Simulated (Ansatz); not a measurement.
## Energy of MgS along a strain of the cell

System: MgS (2 atoms in the cell).
Method: DFT, LDA, all-electron LAPW, scalar-relativistic; levels at fixed fractional wave vectors of a strained or displaced cell, no spin polarisation (Ansatz 0.2.0).

The 6 runs differ only in the geometry, by a strain of the cell at fixed fractional positions. Against run 4, the strain is εxx = η, εyy = η and εzz = −0.53 η. The structure derives from an entry of the Crystallography Open Database.

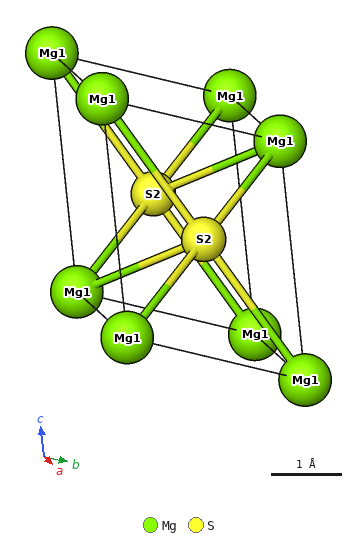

Figure 1. The structure of run 4 (ball-and-stick view of the reduced cell, seen slightly off an axis; atoms are numbered from 1 in the order of the input).

**Input of run 4**
```yaml
crystal:
  lattice:
    - [2.57700334236, 2.57700334236, 0.0]
    - [-2.57700334236, 2.57700334236, 0.0]
    - [0.0, 2.57700334236, 2.55815024756]
  atoms:
    - { symbol: Mg, position: [0.0, 0.0, 0.0] }
    - { symbol: S, position: [0.5, 0.5, 0.0] }
kpoints:
  mp_grid: { grid: [8, 8, 8] }
scf:
  occupations: { method: fixed }
  convergence: { dr2_threshold: 1.0e-10 }
hamiltonian:
  xc: lda
  pseudopotentials: { kind: all_electron, lapw: { basis_error: 0.0005 } }
output:
  forces: true
  stress: true
  eigenstates:
    kpoints:
      - [0.0, 0.0, 0.0]
      - [-0.5, 0.5, 0.0]
      - [-0.5, -0.5, -0.5]
      - [0.0, 0.0, -0.5]
      - [0.0, -0.5, -0.5]
      - [0.0, 0.5, 0.0]
      - [-0.5, 0.0, 0.0]
      - [-0.5, 0.0, -0.5]
  eigenvalues: true
```

Command:
```bash
ansatz run input.yaml --threads 1 --pin off --max-ram 3072MiB --backend cpu --events-out ev --progress --plain --runs-dir out
```

Run 5 differs from it as follows:
```diff
-    - [2.57700334236, 2.57700334236, 0.0]
-    - [-2.57700334236, 2.57700334236, 0.0]
-    - [0.0, 2.57700334236, 2.55815024756]
+    - [2.58982425451, 2.58982425451, 0.0]
+    - [-2.58982425451, 2.58982425451, 0.0]
+    - [0.0, 2.58982425451, 2.55157936292]
```

**Results, with one run withheld**

```csv
run,strain parameter η (%),"free energy per atom, from the lowest run given (meV)",pressure (GPa),gap on the mesh (eV)
1,−2.4917,8.23,2.86,2.57
2,−1.4967,1.71,1.35,2.61
3,−0.9960,0.13,0.68,2.63
4,0.0000,0.00,−0.55,2.60
5,0.4953,?,?,?
6,1.4831,6.54,−2.11,2.45
```

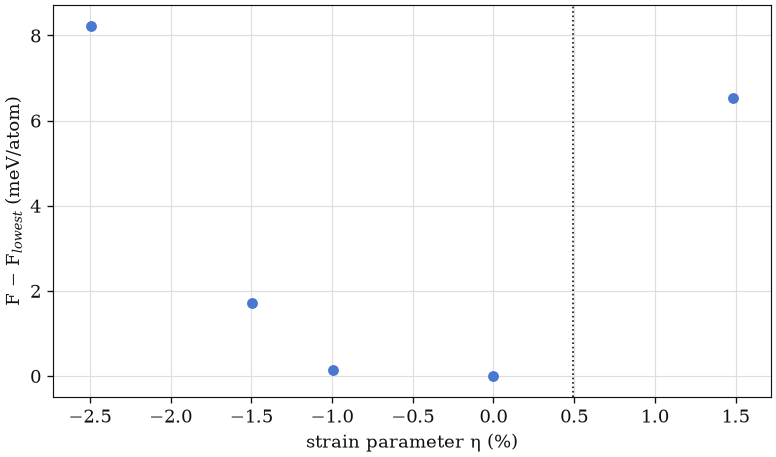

Figure 2. Free energy per atom of the runs given; the dotted line marks run 5.

Fit the runs given and predict run 5.

A cubic polynomial in the coordinate, fitted to the 5 runs given, misses them by at most 0.01 meV per atom. With x = η + 0.7003, it reads F = −0.3267 − 0.90804 x + 2.0226 x² − 0.076211 x³ (meV per atom). At run 5 it gives 1.35 meV per atom, and the run itself gives 1.33. The fit has its minimum at η = −0.4729 %. The gap on the mesh lies between 2.45 eV (run 6) and 2.63 eV (run 3); run 5 has 2.55 eV. These are gaps of this functional on this mesh, which can miss the band edges; they aren't the measured gap.

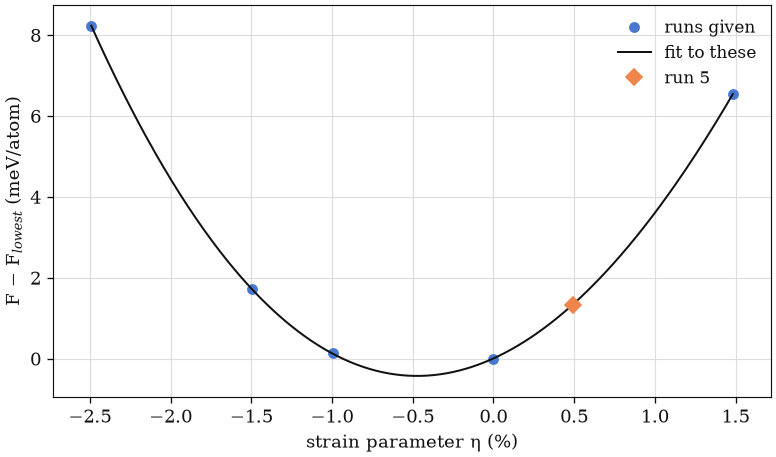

Figure 3. The fit and the withheld run.

**Output, shortened to warnings, some set-up lines, iterations and results (run 5)**
```
Basis set: ecut = 208.98499402833633 eV, 259 PW (Γ), exchange–correlation at level 2
Symmetry: 16 space group operations
k-points: 59 of 512
Initial density: superposition of atomic densities (chi_scale 0.1, normalization cell, long waves kept (reshape's long-wave potential 0.00 eV rms))
[...]
SCF iter   1: F=—  HF=-16262.926825 eV  |F-HF|=—  |Δ(HF+E_count)|=         —  Δρ=4.05e-2  dr2=9.63e-1  ethr=4.01e-3  ⟨swp⟩=2.0  Hψ=6631  notcnv=0
SCF iter   2: F=—  HF=-16262.522596 eV  |F-HF|=—  |Δ(HF+E_count)|=   4.04e-1  Δρ=7.55e-3  dr2=1.69e-2  ethr=7.06e-5  ⟨swp⟩=2.8  Hψ=5177  notcnv=0
SCF iter   3: F=—  HF=-16262.509837 eV  |F-HF|=—  |Δ(HF+E_count)|=         —  Δρ=4.23e-3  dr2=7.54e-3  ethr=7.03e-5  ⟨swp⟩=2.0  Hψ=2832  notcnv=0
SCF iter   4: F=—  HF=-16262.508286 eV  |F-HF|=—  |Δ(HF+E_count)|=   1.55e-3  Δρ=2.52e-4  dr2=1.14e-5  ethr=3.14e-5  ⟨swp⟩=2.0  Hψ=2832  notcnv=0
SCF iter   5: F=—  HF=-16262.508291 eV  |F-HF|=—  |Δ(HF+E_count)|=   5.05e-6  Δρ=3.60e-5  dr2=2.58e-7  ethr=4.73e-8  ⟨swp⟩=3.7  Hψ=3209  notcnv=0
SCF iter   6: F=—  HF=-16262.508291 eV  |F-HF|=—  |Δ(HF+E_count)|=   1.81e-8  Δρ=5.46e-6  dr2=6.69e-9  ethr=1.08e-9  ⟨swp⟩=3.0  Hψ=2955  notcnv=0
SCF iter   7: F=-16262.508291 eV  HF=-16262.508291 eV  |F-HF|=2.36e-11  |Δ(HF+E_count)|=   1.82e-8  Δρ=4.07e-7  dr2=4.28e-11  ethr=2.79e-11  ⟨swp⟩=3.0  Hψ=3070  notcnv=0
SCF 1 converged in 7 iterations: F = -16262.508291 eV  dr2 = 4.28e-11
NSCF: frozen V_eff on 8 k-points
SCF converged after 7 iterations
Free energy (F): -16262.508291 eV
Harris-Foulkes:  -16262.508291 eV  (|F-HF|=2.36e-11)
Internal energy: -16262.508291 eV  (E = F + TS)
E sigma→0 (E₀):  -16262.508291 eV
Fermi energy:    6.874292 eV
--- Per-component energies (eV) ---
  E_band       = -1564.770296
  E_kinetic    = 16300.871226
  E_xc         = -1091.378520
  E_electrostatic = -31472.000997  (all electrons and nuclei)
  E_smearing   = -0.000000  (= −TS)
  E_closure    = 0.000000  (closes the sum)
  E_atoms      = -16253.029852  (free atoms, spherical and without spin; not in F)
  Σ components = -16262.508291   (vs F -16262.508291, Δ=0.00e0)
  Basis errors (estimates in eV, not in F): energy 1.9e-4 per atom: plane waves 1.8e-4 (1.0e-4 summed), levels above the bands 0.0e0, relativity 1.2e-9, radial functions 1.3e-5, core shells 1.1e-13; eigenvalues (radial functions only) 3.1e-6; not estimated: angular momenta, meshes, grids; target …
--- Forces (eV/Å), atoms counted from 1 ---
  atom   1  Mg    -0.00000000     0.00000000     0.00000000
  atom   2  S     -0.00000000    -0.00000000     0.00000000
  max |Σ_I F_I| component: 1.01e-29 eV/Å
--- Stress (GPa, compression-positive) ---
       -1.671945       0.000000       0.000000
        0.000000      -1.671945      -0.000000
        0.000000      -0.000000       0.031112
  P = ⅓ Tr σ = -1.1043 GPa (-11.043 kbar)
```
